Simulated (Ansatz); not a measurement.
## A series of single points on MoS2

System: MoS2 (C2/m, 3 atoms in the cell).
Method: DFT PBE+D3(BJ), scalar-relativistic, plane waves, PAW, PAW set soft_1, no spin polarisation (Ansatz 0.2.0).

The 5 runs differ only in the geometry, by a shift of atoms along one path in a fixed cell. The shift s is measured from run 3: S2 moves along the Cartesian direction (0.00, −1.00, 0.00), and S3 with it in fixed proportion. The structure derives from an entry of the Crystallography Open Database.

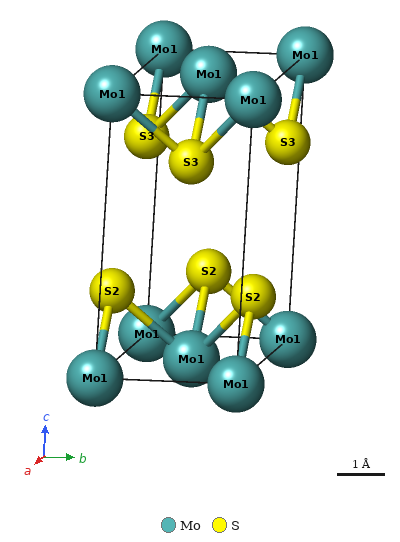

Figure 1. The structure of run 3 (ball-and-stick view of the cell 2 times as large as that of the calculation, set on its symmetry axes, seen slightly off an axis; atoms are numbered from 1 in the order of the input). An atom can appear more than once, as a periodic image.

### Input of run 3
```yaml
crystal:
  lattice:
    - [1.5671157387, 0.8731075793, 5.9549887142]
    - [-1.5671157387, 0.8731075793, 5.9549887142]
    - [0.0, -1.7462151586, 5.9549887142]
  atoms:
    - { symbol: Mo, position: [0.0, 0.0, 0.0] }
    - { symbol: S, position: [0.7563704478, 0.7563704478, 0.7563704478] }
    - { symbol: S, position: [0.2436295522, 0.2436295522, 0.2436295522] }
basis:
  ecutwfc: 420
kpoints:
  mp_grid: { grid: [15, 15, 15] }
hamiltonian:
  xc: pbe
  pseudopotentials: { kind: paw, azcp: { folder: soft_1 } }
  dispersion: d3bj
scf:
  occupations: { method: gaussian, width: 0.15 }
output:
  forces: true
  stress: true
  eigenvalues: true
```

Command:
```bash
ansatz run input.yaml --threads 2 --pin off --max-ram 4096MiB --backend cpu --events-out ev --progress --plain --runs-dir out
```

Lattice vectors (Å) and fractional positions of run 3:
```
   1.567116    0.873108    5.954989
  -1.567116    0.873108    5.954989
   0.000000   -1.746215    5.954989
Mo  0.000000  0.000000  0.000000
S   0.756370  0.756370  0.756370
S   0.243630  0.243630  0.243630
```

Run 4 differs from it as follows:
```diff
-    - { symbol: S, position: [0.7563704478, 0.7563704478, 0.7563704478] }
-    - { symbol: S, position: [0.2436295522, 0.2436295522, 0.2436295522] }
+    - { symbol: S, position: [0.743936413, 0.743936413, 0.7812385173] }
+    - { symbol: S, position: [0.256063587, 0.256063587, 0.2187614827] }
```

### Results, with one run withheld

```tsv
run	shift s of S2 (Å)	free energy per atom, from the lowest run given (meV)	pressure (GPa)	force along the path (eV/Å)
1	−0.1303	74.57	7.69	3.105
2	−0.0651	22.65	6.34	1.697
3	0.0000	0.00	5.68	0.409
4	0.0651	?	?	?
5	0.1303	32.07	6.08	−1.802
```

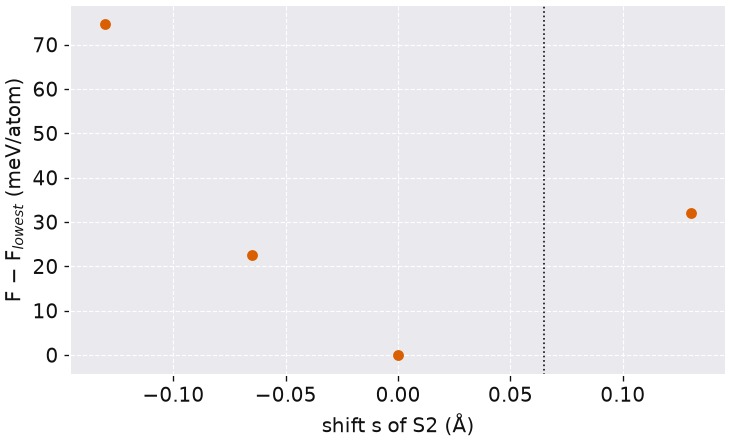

Figure 2. Free energy per atom of the runs given; the dotted line marks run 4.

What should run 4 give?

A quadratic polynomial in the coordinate, fitted to the 4 runs given, misses them by at most 0.74 meV per atom. With x = s + 0.0163, it reads F = 2.9196 − 264.93 x + 3167.9 x² (meV per atom). At run 4 it gives 2.34 meV per atom, and the run itself gives 4.03. The slope of the fit gives a force −dF/ds of −0.752 eV/Å along the path (summed over the atoms that move), and the printed forces give −0.760 eV/Å. The fit has its minimum at s = 0.0255 Å. The fit misses that run by 1.69 meV per atom.

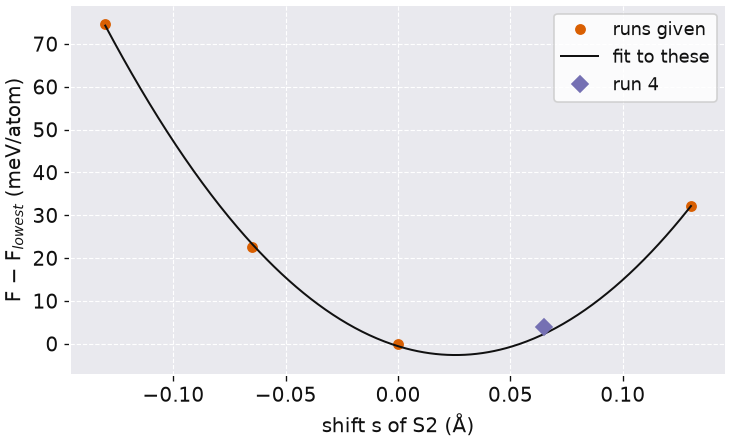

Figure 3. The fit and the withheld run.

### Output, shortened to warnings, some set-up lines, iterations and results (run 4)
```
Basis set: ecut = 420 eV, 965 PW (Γ), FFT grids on a1−a3, a2−a3, a3, exchange–correlation on 48×48×90 points (8 copies of the dense FFT grid, shifted against one another)
Symmetry: 4 space group operations
k-points: 904 of 3375
Initial density: superposition of atomic densities (chi_scale 0.1, normalization cell, long waves kept (reshape's long-wave potential 0.07 eV rms))
[...]
SCF iter   1: F=—  HF=-6763.953612 eV  |F-HF|=—  |Δ(HF+E_count)|=         —  Δρ=5.90e-2  dr2=2.20e0  ethr=3.10e-3  ⟨swp⟩=6.0  Hψ=90783  notcnv=0
SCF iter   2: F=—  HF=-6763.494936 eV  |F-HF|=—  |Δ(HF+E_count)|=   4.59e-1  Δρ=3.48e-2  dr2=8.65e-1  ethr=3.10e-3  ⟨swp⟩=2.4  Hψ=28591  notcnv=0
SCF iter   3: F=—  HF=-6763.240838 eV  |F-HF|=—  |Δ(HF+E_count)|=   2.54e-1  Δρ=6.91e-3  dr2=6.73e-2  ethr=3.10e-3  ⟨swp⟩=2.2  Hψ=26273  notcnv=0
SCF iter   4: F=—  HF=-6763.234436 eV  |F-HF|=—  |Δ(HF+E_count)|=   6.40e-3  Δρ=2.79e-3  dr2=8.43e-3  ethr=2.59e-4  ⟨swp⟩=2.2  Hψ=23304  notcnv=0
SCF iter   5: F=—  HF=-6763.233194 eV  |F-HF|=—  |Δ(HF+E_count)|=   1.24e-3  Δρ=1.18e-3  dr2=8.35e-4  ethr=3.24e-5  ⟨swp⟩=2.9  Hψ=32158  notcnv=0
SCF iter   6: F=—  HF=-6763.233226 eV  |F-HF|=—  |Δ(HF+E_count)|=   3.26e-5  Δρ=1.61e-4  dr2=1.45e-5  ethr=3.21e-6  ⟨swp⟩=2.2  Hψ=23230  notcnv=0
SCF iter   7: F=—  HF=-6763.233247 eV  |F-HF|=—  |Δ(HF+E_count)|=   2.10e-5  Δρ=3.89e-5  dr2=7.02e-7  ethr=5.58e-8  ⟨swp⟩=2.1  Hψ=24541  notcnv=0
SCF iter   8: F=-6763.233249 eV  HF=-6763.233249 eV  |F-HF|=5.02e-10  |Δ(HF+E_count)|=   1.37e-6  Δρ=7.37e-6  dr2=2.97e-8  ethr=3.85e-10  ⟨swp⟩=8.8  Hψ=91759  notcnv=0
SCF 1 converged in 8 iterations: F = -6763.233249 eV  dr2 = 2.97e-8
SCF converged after 8 iterations
Free energy (F): -6763.233249 eV
Harris-Foulkes:  -6763.233249 eV  (|F-HF|=5.02e-10)
Internal energy: -6763.224310 eV  (E = F + TS)
E sigma→0 (E₀):  -6763.228779 eV
Entropy (-TS):   -0.008939 eV (-2.980 meV/atom)
Fermi energy:    12.606416 eV
--- Per-component energies (eV) ---
  E_band       = -117.526275
  E_kinetic    = 637.893920
  E_local      = -1756.636531  (includes V_loc(G=0)·N_el)
  E_nonlocal   = 217.566713
  E_hartree    = 674.968819
  E_xc         = -355.569870
  E_vxc        = -387.315895  (∫ρ·V_xc dr)
  E_paw        = -4428.949150  (= ΣΔE_a)
  E_vpaw       = -178.977693  (= ΣTr[D̂ρ^β])
  E_aug_tail   = 0.000046  (compensation charges beyond the density's cutoff)
  E_ewald      = -1751.098870
  E_disp       = -1.399385  (pairwise vdW)
  E_smearing   = -0.008939  (= −TS)
  E_closure    = -0.000000  (closes the sum)
  Σ components = -6763.233249   (vs F -6763.233249, Δ=0.00e0)
--- Forces (eV/Å), atoms counted from 1 ---
  atom   1  Mo     0.00000000     0.00000000     0.00000000
  atom   2  S      0.00000000     0.37993445     0.43497183
  atom   3  S      0.00000000    -0.37993445    -0.43497183
  max |Σ_I F_I| component: 0.00e0 eV/Å
--- Stress (GPa, compression-positive) ---
        3.794841       0.000000       0.000000
        0.000000       8.315694       3.641670
        0.000000       3.641670       4.738213
  P = ⅓ Tr σ = 5.6162 GPa (56.162 kbar)
```
